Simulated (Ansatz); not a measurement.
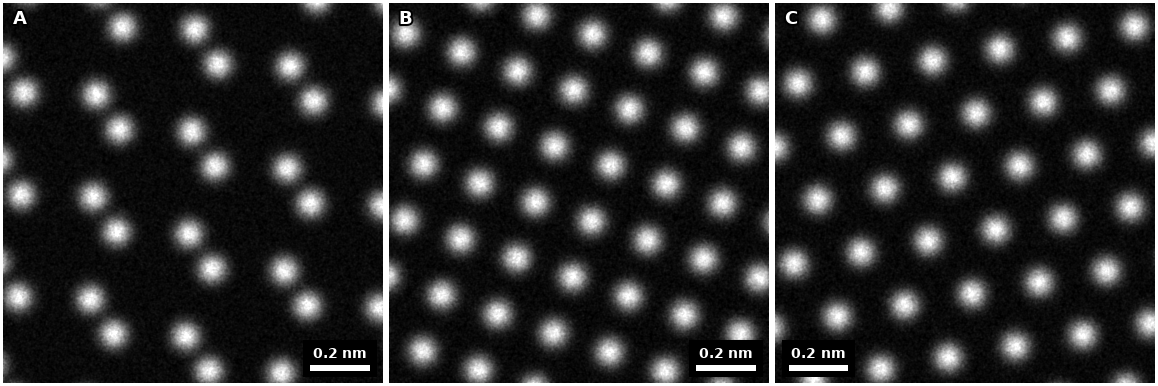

Three views of Mo (Fd-3m, No. 227) along different zone axes. Simulation: incoherent imaging, intensity Z^1.7 per atom, probe width 0.68 Å, thin sample. The display is stretched by a gamma of 0.8; percentages refer to the linear signal. Shot noise was added. Model: the end point of a relaxation with DFT, revPBE, plane waves (420 eV) with PAW, scalar-relativistic (Ansatz); the starting structure was generated, so it need not be a known form of this composition.

```
Mo
1.0
     5.71770    0.00000    0.00000
     0.00000    5.71770    0.00000
     0.00000    0.00000    5.71770
Mo
8
Direct
  0.75000 0.75000 0.75000
  0.00000 0.50000 0.00000
  0.75000 0.25000 0.25000
  0.00000 0.00000 0.50000
  0.25000 0.75000 0.25000
  0.50000 0.50000 0.50000
  0.25000 0.25000 0.75000
  0.50000 0.00000 0.00000
```

Question: Match the panels to the zone axes [001], [110] and [111].

Answer: A is [110]: projected cell 3.50 × 3.50 Å, 109°, plane group c2mm. B is [001]: projected cell 2.02 × 2.02 Å, 90°, plane group p4mm. C is [111]: projected cell 2.33 × 2.33 Å, 120°, plane group p6mm.
